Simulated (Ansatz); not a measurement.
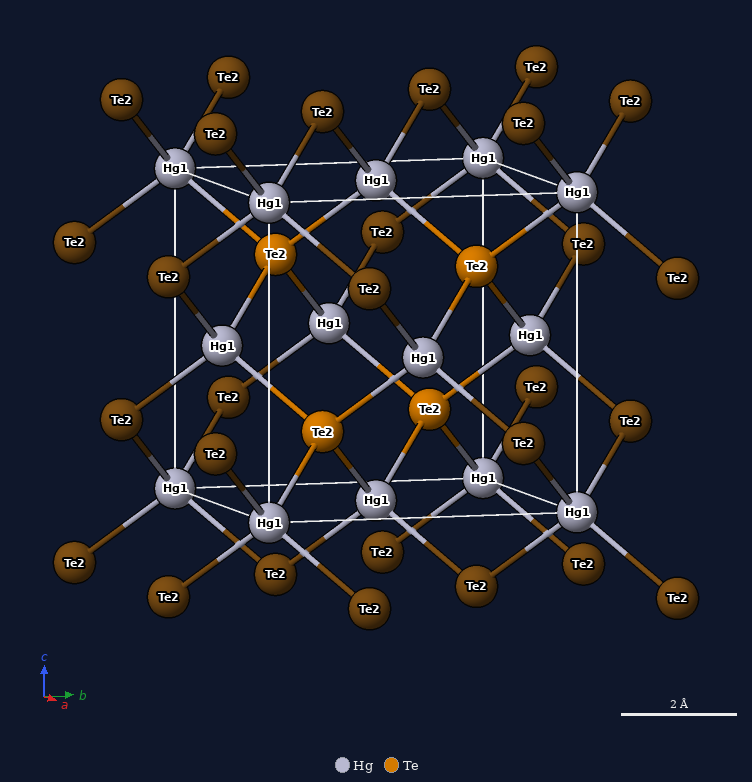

Figure 1. The structure (ball-and-stick view of the cell 4 times as large as that of the calculation, set on its symmetry axes, seen slightly off an axis; neighbours outside the cell are drawn fainter; atoms are numbered from 1 in the order of the input). An atom can appear more than once, as a periodic image. Near neighbours in the periodic cell (some may lie outside the picture): Hg has 4 Te at 2.43 Å; Te has 4 Hg at 2.43 Å.

## Single-point calculation of HgTe

- system: HgTe (F-43m, 2 atoms in the cell)
- method: DFT, PBEsol, PAW with Ansatz's default frozen-core files, scalar-relativistic, no spin polarisation (Ansatz 0.2.0)

Its volume is 0.64 times that of the source entry. It belongs to a series of runs on one base structure; here: volume scaled by 0.64, PAW files. Figures and captions count atoms from 1; the log counts them from 0 in places.

## What the program printed
```
Engine: ansatz 0.2.0, aarch64-unknown-linux-gnu
Pseudopotentials: kind: paw
Pseudopotential: Hg, paw, valence charge 20, recommended cutoff 420 eV (normal), Hg.paw.azcp
Pseudopotential: Te, paw, valence charge 16, recommended cutoff 420 eV (normal), Te.paw.azcp
Functional definition: PBEsol
  exchange = pbesol_x
  correlation = pbesol_c
Crystal: 2 atoms, lattice volume = 44.178 Å³
Basis set: ecut = 420 eV, 869 PW (Γ), exchange–correlation on 54×54×54 points (8 copies of the dense FFT grid, shifted against one another)
Bands: 22, of which v1, the nominal top of the filled ones, is band 18 counted from 1 (17 counted from 0)
Symmetry: 24 space group operations
Space group: F-43m (ITA 216), of the structure as read, at distance tolerance 3.5e-5 Å
k-points: 72 of 1728 (time reversal used)
Non-local potential: Hg, projectors of the file, l = 0: 3, l = 1: 2, l = 2: 2, l = 3: 1
Non-local potential: Te, projectors of the file, l = 0: 2, l = 1: 2, l = 2: 2, l = 3: 2
PAW form: soft (Blöchl's): semilocal exchange-correlation on the pseudo side does not see the compensation charge
PAW frozen core: Hg, regenerated for the run's functional, and the local potential with it (the file was generated under x = pbe(κ = 0.804, μ = 0.2195149727645171), c = pbe(β = 0.06672455060314922))
PAW frozen core: Te, regenerated for the run's functional, and the local potential with it (the file was generated under x = pbe(κ = 0.804, μ = 0.2195149727645171), c = pbe(β = 0.06672455060314922))
PAW one-centre angular grid: Hg, 590 points (default); XC on 64 Gauss nodes
PAW one-centre angular grid: Te, 590 points (default); XC on 64 Gauss nodes
Initial density: superposition of atomic densities (neutral atoms: chi_scale 0, normalization atom), corrected by the library's trained network
Initial wavefunctions: pseudopotential atomic-orbital guess
Functional: x = pbesol(κ = 0.804, μ = 0.12345679012345678), c = pbesol(β = 0.046)
SCF iter   1: F=—  HF=-20566.920542 eV  |F-HF|=—  |Δ(HF+E_count)|=         —  Δρ=4.07e-3  dr2=7.13e-3  ethr=1.77e-3  ⟨swp⟩=6.1  Hψ=7882  notcnv=0
preconditioner: auto → none  [insulator: Δε(μ)=0.202 eV  Ē_g=13.149 eV  σ=0.050 eV  W_gap=0.73  n_scr=14 (ndim 8)  ℏωp=23.7 eV  f_vac=0.044  D(μ)=0.01/eV (n_scr^D=0)  ε∞_Penn≈4.2]
SCF iter   2: F=—  HF=-20566.918461 eV  |F-HF|=—  |Δ(HF+E_count)|=   2.08e-3  Δρ=1.33e-3  dr2=4.71e-4  ethr=1.98e-5  ⟨swp⟩=2.9  Hψ=3627  notcnv=0
SCF iter   3: F=—  HF=-20566.918401 eV  |F-HF|=—  |Δ(HF+E_count)|=   6.00e-5  Δρ=5.76e-4  dr2=7.92e-5  ethr=1.31e-6  ⟨swp⟩=2.7  Hψ=2825  notcnv=0
SCF iter   4: F=—  HF=-20566.918414 eV  |F-HF|=—  |Δ(HF+E_count)|=   1.32e-5  Δρ=2.53e-4  dr2=1.46e-5  ethr=2.20e-7  ⟨swp⟩=2.6  Hψ=2178  notcnv=0
SCF iter   5: F=—  HF=-20566.918418 eV  |F-HF|=—  |Δ(HF+E_count)|=   3.76e-6  Δρ=5.49e-5  dr2=6.24e-7  ethr=4.04e-8  ⟨swp⟩=2.9  Hψ=2529  notcnv=0
SCF iter   6: F=-20566.918418 eV  HF=-20566.918418 eV  |F-HF|=4.28e-9  |Δ(HF+E_count)|=   4.52e-7  Δρ=9.37e-6  dr2=2.52e-8  ethr=2.78e-10  ⟨swp⟩=10.4  Hψ=11841  notcnv=0
SCF 1 converged in 6 iterations: F = -20566.918418 eV  dr2 = 2.52e-8
  greatest PAW one-centre occupation: 1.000 electrons in one spin orbital (limit 2), on the Hg atom at site 0 (counted from 0), in its partial waves of l = 0
SCF converged after 6 iterations
Free energy (F): -20566.918418 eV
Harris-Foulkes:  -20566.918418 eV  (|F-HF|=4.28e-9)
Internal energy: -20566.918345 eV  (E = F + TS)
E sigma→0 (E₀):  -20566.918381 eV
Entropy (-TS):   -0.000073 eV (-0.037 meV/atom)
Fermi energy:    17.565896 eV
--- Per-component energies (eV) ---
  E_band       = -552.725175
  E_kinetic    = 802.733353
  E_local      = -3845.541699  (includes V_loc(G=0)·N_el)
  E_nonlocal   = -232.951613
  E_hartree    = 1961.276362
  E_xc         = -350.291330
  E_vxc        = -376.499348  (∫ρ·V_xc dr)
  E_paw        = -14385.455643  (= ΣΔE_a)
  E_vpaw       = -823.026380  (= ΣTr[D̂ρ^β])
  E_aug_tail   = 0.000687  (compensation charges beyond the density's cutoff)
  E_ewald      = -4517.391928
  E_core_change = 0.703466  (= ΣΔE_core)
  E_smearing   = -0.000073  (= −TS)
  E_closure    = 0.000000  (closes the sum)
  Σ components = -20566.918418   (vs F -20566.918418, Δ=0.00e0)
--- Forces (eV/Å), atoms counted from 1 ---
  atom   1  Hg     0.00000000     0.00000000    -0.00000000
  atom   2  Te    -0.00000000     0.00000000     0.00000000
  max |Σ_I F_I| component: 6.71e-17 eV/Å
--- Stress (GPa, compression-positive) ---
       58.641866      -0.000000      -0.000000
        0.000000      58.641866       0.000000
       -0.000000       0.000000      58.641866
  P = ⅓ Tr σ = 58.6419 GPa (586.419 kbar)
--- Band table (eV; the first three rows and the last of 72) ---
  k-point 0: bands = ["-100.2911", "-48.7382", "-48.7382", "-48.7382", "-21.2911", "-21.2911", "-21.2911", "-21.2476", "-21.2476", "1.0667", "6.4110", "6.4110", "6.4110", "7.6015", "7.6015", "17.4226", "17.4226", "17.4226", "17.6440", "20.4553", "20.4553", "20.4553"]
  k-point 1: bands = ["-100.2911", "-48.7383", "-48.7382", "-48.7382", "-21.2916", "-21.2911", "-21.2911", "-21.2474", "-21.2474", "1.1392", "6.4106", "6.4335", "6.4335", "7.5961", "7.5961", "16.0868", "17.1977", "17.1977", "18.3081", "20.5581", "20.6901", "20.6901"]
  k-point 2: bands = ["-100.2911", "-48.7386", "-48.7382", "-48.7382", "-21.2928", "-21.2911", "-21.2911", "-21.2471", "-21.2471", "1.3442", "6.4305", "6.4927", "6.4927", "7.5859", "7.5859", "14.3266", "16.6928", "16.6928", "18.3852", "21.1773", "21.1773", "21.2338"]
  k-point 71: bands = ["-100.2911", "-48.7393", "-48.7391", "-48.7386", "-21.2968", "-21.2951", "-21.2904", "-21.2463", "-21.2438", "2.7344", "6.7255", "7.0568", "7.2804", "7.5056", "8.6787", "9.2996", "11.6255", "12.4142", "21.3502", "21.3503", "22.4857", "22.5549"]
--- Löwdin populations: 2 sites ---
  site symbol       q [e]
     0     Hg     18.8361
     1     Te     16.7765
  spilling = 0.010761 (of n_electrons = 36.000000)
```

## File populations.tsv
```
# site	symbol	l	j	q
# orbitals = lowdin
# n_electrons = 36.000000
# spilling = 0.010761
0	Hg	0_5S	-	1.971536
0	Hg	0_6S	-	0.968780
0	Hg	1_5P	-	5.996981
0	Hg	2_5D	-	9.898816
1	Te	0_5S	-	1.837113
1	Te	1_5P	-	4.941610
1	Te	2_4D	-	9.997762
```

## File rho_z.tsv
```
# z_ang	rho[e/angstrom^3]
# format = ansatz-planar-average/11
# lattice	0.000000000	2.805813375	2.805813375
# lattice	2.805813375	0.000000000	2.805813375
# lattice	2.805813375	2.805813375	0.000000000
# sites	2
# site	80	0.000000000	0.000000000	0.000000000
# site	52	1.402906687	1.402906687	1.402906687
0.000000	1.532468e0
0.146964	1.546243e0
0.293927	1.507915e0
0.440891	1.462733e0
0.587855	1.435428e0
0.734818	1.419412e0
0.881782	1.384762e0
1.028746	1.300066e0
1.175709	1.147970e0
1.322673	9.353976e-1
1.469637	6.992100e-1
1.616600	4.880639e-1
1.763564	3.351587e-1
1.910528	2.450582e-1
2.057492	1.978352e-1
2.204455	1.705119e-1
2.351419	1.538154e-1
2.498383	1.484800e-1
2.645346	1.568225e-1
2.792310	1.833740e-1
2.939274	2.423904e-1
3.086237	3.540355e-1
3.233201	5.270472e-1
3.380165	7.515447e-1
3.527128	1.002449e0
3.674092	1.242926e0
3.821056	1.430770e0
```

## File v_z.tsv
```
# z_ang	v_es[eV]	v_tot[eV]
# format = ansatz-planar-average/11
# xc	pbesol
# density_cutoff_ev	1680
# datasets	Hg=:simpson_from_first_knot:soft:shift=-1128775	Te=:simpson_from_first_knot:soft:shift=-1325009
# lattice	0.000000000	2.805813375	2.805813375
# lattice	2.805813375	0.000000000	2.805813375
# lattice	2.805813375	2.805813375	0.000000000
# sites	2
# site	80	0.000000000	0.000000000	0.000000000
# site	52	1.402906687	1.402906687	1.402906687
0.000000	3.463168e0	-1.014226e1
0.146964	2.827858e0	-1.108349e1
0.293927	3.099710e0	-1.098291e1
0.440891	4.315178e0	-9.790074e0
0.587855	6.322256e0	-7.648711e0
0.734818	8.770128e0	-4.923295e0
0.881782	1.114739e1	-2.155286e0
1.028746	1.291264e1	8.398269e-2
1.175709	1.372960e1	1.435768e0
1.322673	1.368221e1	1.972422e0
1.469637	1.325690e1	2.176439e0
1.616600	1.295687e1	2.538188e0
1.763564	1.308493e1	3.325456e0
1.910528	1.374809e1	4.586639e0
2.057492	1.482716e1	6.155702e0
2.204455	1.597580e1	7.667838e0
2.351419	1.677791e1	8.683214e0
2.498383	1.706604e1	9.036165e0
2.645346	1.692177e1	8.833827e0
2.792310	1.628470e1	7.963282e0
2.939274	1.505551e1	6.254777e0
3.086237	1.336069e1	3.877493e0
3.233201	1.147744e1	1.203548e0
3.380165	9.643948e0	-1.451840e0
3.527128	7.966817e0	-3.912963e0
3.674092	6.358119e0	-6.221121e0
3.821056	4.765720e0	-8.396452e0
```

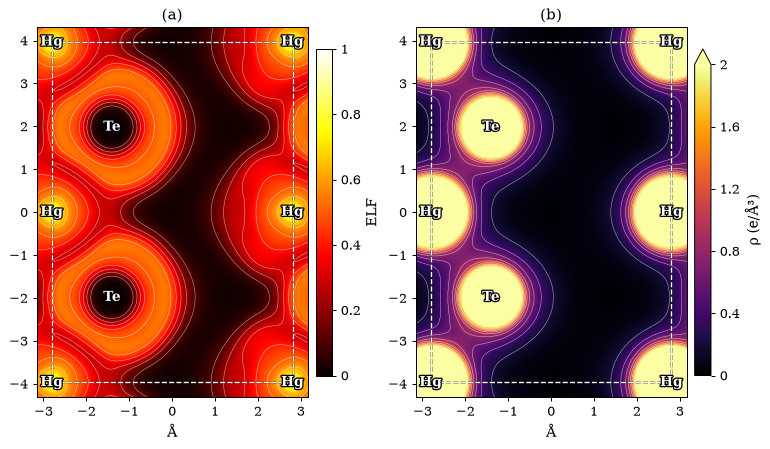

Figure 2. (a) electron localisation function; (b) valence pseudo-density on the (101) plane of the conventional cell. The section cuts through Hg and Te sites. Hg–Te (2.43 Å): the density is about 0.71 e/Å³ at the midpoint; the ELF is about 0.40 at the midpoint. Away from the nuclei the density in this plane falls to 0.02 e/Å³ at its lowest. The strong features right at Hg lie inside the PAW spheres (semicore, d or f shells) and say nothing about bonding. Core electrons are frozen (PAW), so the fields are smoothed inside the atomic spheres.

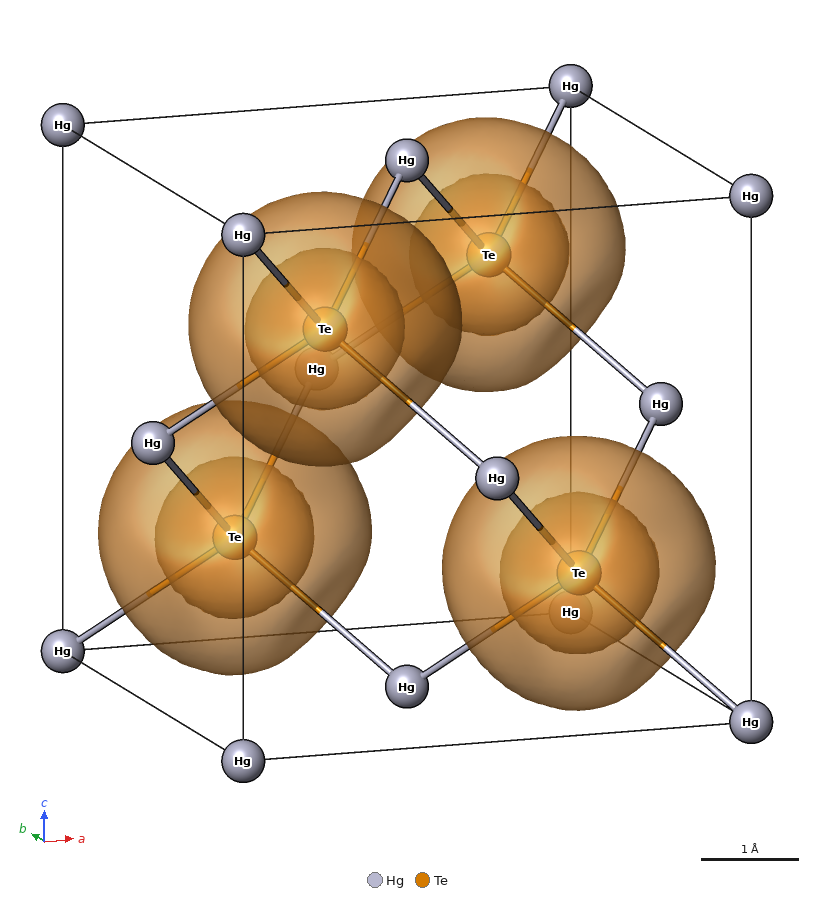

Figure 3. Isosurface of the ELF at 0.45 (orange), seen slightly off an axis. Only the valence region is drawn (cores and ρ < 0.01 e/Å³ removed). Sticks mark near contacts. The outline is the cell set on symmetry axes. Values along the shortest contacts: Hg–Te (2.43 Å): the ELF is about 0.40 at the midpoint.

This output came from the following input.

## The input
```yaml
crystal:
  lattice:
    - [0.0, 2.8058133746, 2.8058133746]
    - [2.8058133746, 0.0, 2.8058133746]
    - [2.8058133746, 2.8058133746, 0.0]
  atoms:
    - { symbol: Hg, position: [0.0, 0.0, 0.0] }
    - { symbol: Te, position: [0.25, 0.25, 0.25] }
kpoints:
  mp_grid: { grid: [12, 12, 12] }
scf:
  occupations: { method: fermi_dirac, width: 0.05 }
hamiltonian:
  xc: pbesol
  pseudopotentials: { kind: paw }
output:
  forces: true
  stress: true
  eigenvalues: true
  populations: true
  write_density: true
  write_potential: true
  elf: true
  volumetric_format: npy
```

Run as:
```bash
ansatz run input.yaml --threads 1 --pin off --max-ram 2048MiB --backend cpu --events-out ev --progress --plain --runs-dir out
```

## Summary

```csv
quantity,value
outcome,converged
space group (tolerance 0.01 Å),F-43m (216)
electrons treated,36
free energy,−20566.9184 eV
Fermi energy,17.566 eV
pressure,58.64 GPa
largest force (length of the vector),under 0.001 eV/Å
hardware,"1 thread of Arm Neoverse V1, 24 GiB of memory available, shared host"
wall time,11 s
peak memory,0.37 GiB
```

## Remarks

Spin–orbit coupling is left out, which matters for Hg. The cell is under a pressure of 59 GPa at this level, so it is not at its equilibrium volume.
